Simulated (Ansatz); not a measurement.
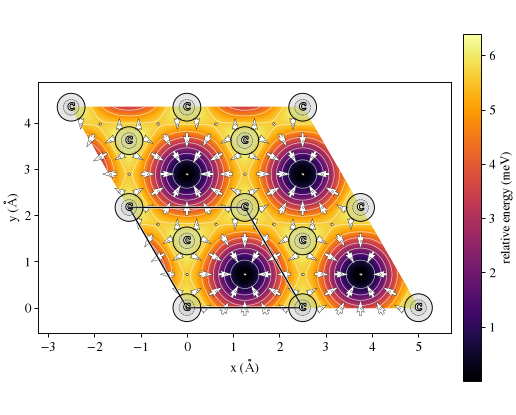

Energy landscape of CO on a C(001) slab cut from the P6_3/mmc phase, its upper half relaxed before the scan (40 atoms of substrate and one adsorbate in a 2 × 2 cell). CO (O end down) is moved over the surface cell at a fixed height above a rigid substrate; the origin of the map has the adsorbate above C33; the height is held at 3.30 Å. Places are given modulo a cell vector. The map is drawn in real space over the plane of the surface. The grid has 6 × 6 points; 10 points were computed and 26 follow by symmetry. Places are given in fractions of the 1 × 1 surface cell. All energies are given in meV relative to the lowest grid point. At a fixed height the lowest place need not be the adsorption site. The calculation used DFT PBE+D3(BJ), scalar-relativistic, plane waves, PAW in Ansatz 0.2.0. Settings: cutoff 420 eV, k-mesh 6×6×1, gaussian smearing 0.05 eV, no spin polarisation.

In the figure: a smooth colour map with a few white contour lines, dots at the grid points, arrows along the force (downhill), their lengths compressed, labelled circles for the atoms of the top layer and small ones for the second layer, the outline of one cell of the 2 × 2 shown. Between grid points the surface is interpolated. 

Summarise what can be read from the map.

The lowest grid point is at a sixfold hollow, (4/6, 2/6) of the cell vectors. It is the only kind of minimum in the scanned range. The highest grid point, the top site over a surface C atom, (2/6, 4/6) of the cell vectors, lies 6.39 meV above the lowest. On the interpolated surface the easiest way out of the lowest well to its copy in the next cell or period passes a barrier of about 5.6 meV.

Grid values (meV):

```tsv
second ↓, first →	0/6	1/6	2/6	3/6	4/6	5/6
5/6	5.62	5.65	5.67	5.67	5.65	5.62
4/6	4.23	5.67	6.39	5.67	4.23	3.51
3/6	3.54	5.67	5.67	3.54	1.41	1.41
2/6	4.23	5.65	4.23	1.41	0.00	1.41
1/6	5.62	5.62	3.51	1.41	1.41	3.51
0/6	6.31	5.62	4.23	3.54	4.23	5.62
```

Each point was launched as `ansatz run input.yaml --threads 2 --pin off --max-ram 6144MiB --backend cpu --events-out ev --progress --plain --runs-dir out`. The whole map (10 points run) took 4.6 min on 2 threads of AMD EPYC 9R45 96-Core Processor (Zen 5) (shared host).

PAW datasets: the set soft_1.
